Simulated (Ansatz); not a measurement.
Single-point calculation, with input and output: CoO (part 1 of 2)

System: CoO (R3m, 8 atoms in the cell).
Method: DFT PBE, scalar-relativistic, plane waves, PAW, spin-polarised (Ansatz 0.2.0).

The structure derives from a Materials Project entry. It belongs to a series of runs on one base structure; here: antiferromagnetic, doubled cell, propagation vector (1/2, 1/2, 1/2). Figures and captions count atoms from 1; the log counts them from 0 in places.

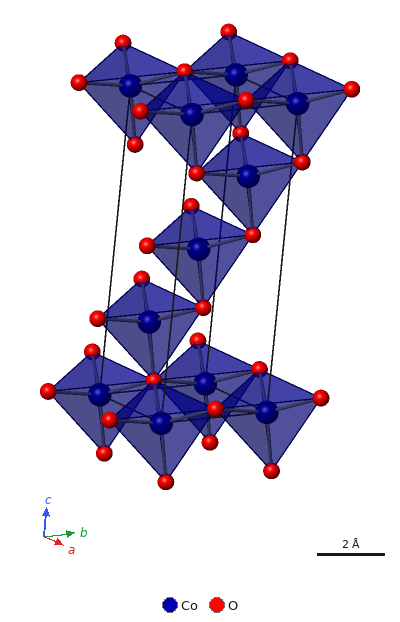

**Figure 1.** The input geometry (polyhedral view of the reduced cell, seen at an oblique angle; polyhedra are completed across the faces of the cell).

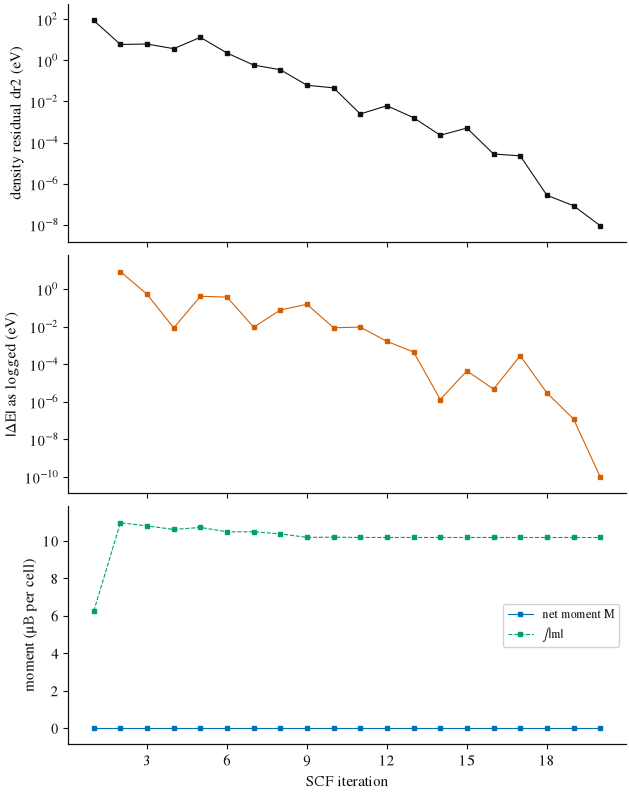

**Figure 2.** Convergence of the self-consistent field: density residual dr2, size of the energy change and magnetic moment against the SCF iteration. The residual falls unevenly and jumps up by a factor of two or more 3 times on the way down. The net moment stays at 0.0 μB per cell.

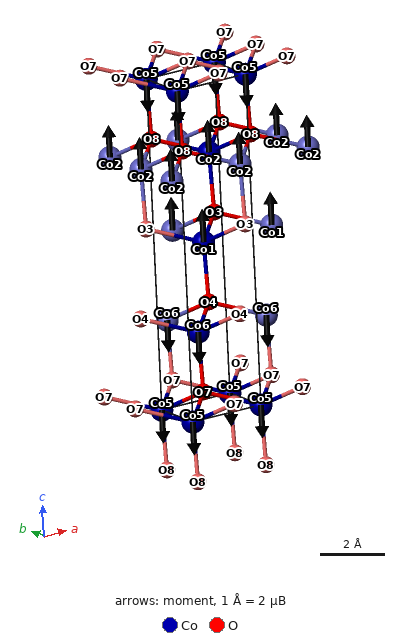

**Figure 3.** Magnetic moments of the sites as black arrows (ball-and-stick view of the reduced cell, seen slightly off an axis; neighbours outside the cell are drawn fainter; atoms are numbered from 1 in the order of the input); small moments hardly show. The run is collinear, so the axis drawn is arbitrary. Site moments: Co1 (2.12 μB); Co5 (−2.12 μB); Co2 (2.05 μB); Co6 (−2.05 μB); O7 (−0.28 μB); O3 (0.28 μB); O8 (0.14 μB), among others. They are counted near the atoms and needn't add up to the moment of the cell.

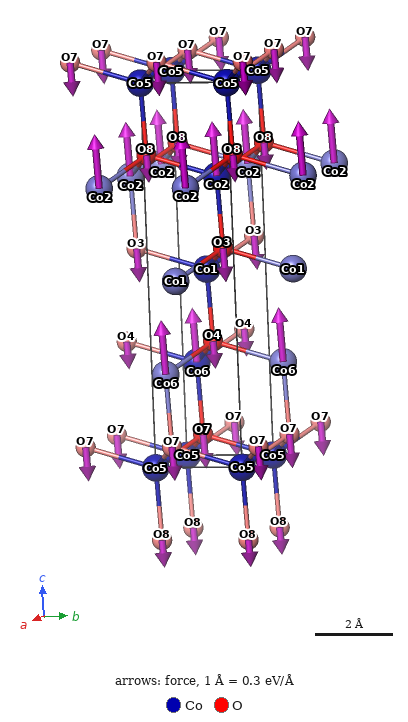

**Figure 4.** Forces on the atoms as pink arrows (ball-and-stick view of the reduced cell, seen slightly off an axis; neighbours outside the cell are drawn fainter; atoms are numbered from 1 in the order of the input). The largest act on Co2, Co6 (0.43 eV/Å); O3, O7 (0.27 eV/Å); O4, O8 (0.22 eV/Å). The geometry is not a stationary point of this energy.

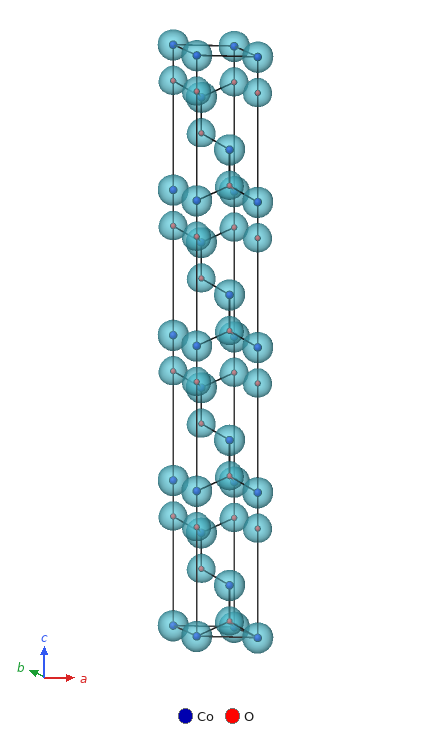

**Figure 5.** Isosurface of the valence charge density (pseudo) at 1 e/Å³ (cyan), seen slightly off an axis. Sticks mark near contacts. The outline is the cell set on symmetry axes of the magnetic structure. At this value the density breaks into separate islands; it holds about 80 % of the electrons treated as valence (semicore included). It is pinched off along the Co–O (1.91 Å) and Co–O (1.96 Å) contacts. On the grid the lowest density along these lines, outside the cores, is 0.76 e/Å³ (Co–O, 1.91 Å) and 0.64 e/Å³ (Co–O, 1.96 Å). The fields are those of the smooth PAW valence density.

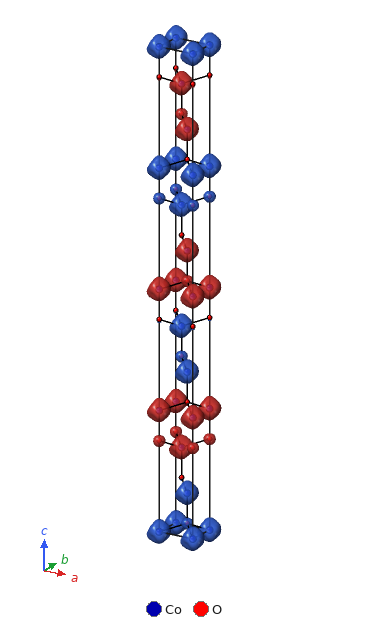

**Figure 6.** Isosurfaces of the spin density at +0.3 (red) and −0.3 e/Å³ (blue), seen slightly off an axis. Sticks mark near contacts. The outline is the cell set on symmetry axes of the magnetic structure. The cell of the calculation (8 atoms) carries 0.0 μB net.

These pictures come from the run below.

Input
```yaml
crystal:
  lattice:
    - [1.6022198417, -0.9250420569, 10.2658835612]
    - [-1.6022198417, -0.9250420569, 10.2658835612]
    - [0.0, -3.7001682276, 10.2658835612]
  atoms:
    - { symbol: Co, position: [0.99948773, 0.99948773, 0.500256135], spin: 3.0 }
    - { symbol: Co, position: [0.49949059, 0.49949059, 0.750254705], spin: 3.0 }
    - { symbol: O, position: [0.37549553, 0.37549553, 0.812252235] }
    - { symbol: O, position: [0.8755255, 0.8755255, 0.56223725] }
    - { symbol: Co, position: [0.99948773, 0.99948773, 0.000256135], spin: -3.0 }
    - { symbol: Co, position: [0.49949059, 0.49949059, 0.250254705], spin: -3.0 }
    - { symbol: O, position: [0.37549553, 0.37549553, 0.312252235] }
    - { symbol: O, position: [0.8755255, 0.8755255, 0.06223725] }
basis:
  ecutwfc: 420
kpoints:
  mp_grid: { grid: [12, 12, 6] }
hamiltonian:
  xc: pbe
scf:
  occupations: { method: gaussian, width: 0.01 }
  lower_state_search: "off"
output:
  forces: true
  stress: true
  eigenvalues: true
  populations: true
  write_density: true
  write_potential: true
  elf: true
  volumetric_format: npy
magnetization:
  spin_polarized: true
```

Command:
```bash
ansatz run input.yaml --threads 1 --pin off --max-ram 2560MiB --backend cpu --events-out ev --progress --plain --runs-dir out
```

Log
```
basis.fft_grid_basis auto: the FFT boxes are laid along the combinations [[1, -1, 0], [0, 1, 0], [0, -1, 1]] of the cell's own vectors, 3.204, 10.431 and 3.204 Å long. The dense box has 24×72×24 points. Along the cell's own vectors, as sized, it would have 72×72×75, 9.38 times as many. Of the 6 symmetry operations that the crystal satisfies within crystal.symmetry.tolerance (time reversal apart; of a slab, those that keep its plane) the dense box along the cell's own vectors carries 2, and the one as laid loses 1 of those. basis.fft_grid_basis: typed keeps the cell's own vectors: state it where this run's energies or levels are differenced outside the engine with another run's, or held beside a run that keeps those vectors. Those combinations have planes normal to reciprocal vector 3, as the cell's own vectors have. Each planar average written beside output.write_density, output.write_potential has a row for each plane of the box: 24. The volumetric files lie along those combinations, not along the cell's own vectors: a cube or XSF file states them, and fields.json those of NumPy files.
Engine: ansatz 0.2.0, x86_64-unknown-linux-gnu
Pseudopotentials: kind: paw
Pseudopotential: Co, paw, valence charge 17, recommended cutoff 420 eV (normal), Co.paw.azcp
Pseudopotential: O, paw, valence charge 6, recommended cutoff 420 eV (normal), O.paw.azcp
Functional definition: PBE
  parameter kappa = 0.804
  parameter beta = 0.06672455060314922
  exchange = pbe_x(kappa = kappa, mu = beta*pi^2/3)
  correlation = pbe_c(beta = beta)
Crystal: 8 atoms, lattice volume = 91.292 Å³
Basis set: ecut = 420 eV, 1823 PW (Γ), FFT grids on a1−a2, a2, −a2+a3, exchange–correlation on 48×144×48 points (8 copies of the dense FFT grid, shifted against one another)
Bands: 63, of which v1, the nominal top of the filled ones, is band 46 counted from 1 (45 counted from 0)
Symmetry: 6 space group operations
Space group: R3m (ITA 160), of the structure as read, at distance tolerance 4.5e-5 Å
Magnetic group: BNS 160.68 (UNI 1298), of the structure as read, at distance tolerance 4.5e-5 Å
k-points: 98 of 864 (time reversal used)
Non-local potential: Co, projectors of the file, l = 0: 3, l = 1: 2, l = 2: 3, l = 3: 1
Non-local potential: O, projectors of the file, l = 0: 2, l = 1: 2, l = 2: 1
PAW form: soft (Blöchl's): semilocal exchange-correlation on the pseudo side does not see the compensation charge
PAW one-centre angular grid: Co, 590 points (default); XC on 64 Gauss nodes
PAW one-centre angular grid: O, 110 points (default); XC on 64 Gauss nodes
Initial density: superposition of atomic densities (chi_scale 0.1, normalization cell, long waves kept (reshape's long-wave potential 0.00 eV rms))
Starting moments: Σ|m| = 12 μB on 4 of 8 sites
Starting magnetic order: antiferromagnet; a translation exchanges its spin sublattices: spin-degenerate at every k-point
Initial wavefunctions: pseudopotential atomic-orbital guess
Functional: x = pbe(κ = 0.804, μ = 0.2195149727645171), c = pbe(β = 0.06672455060314922)
```
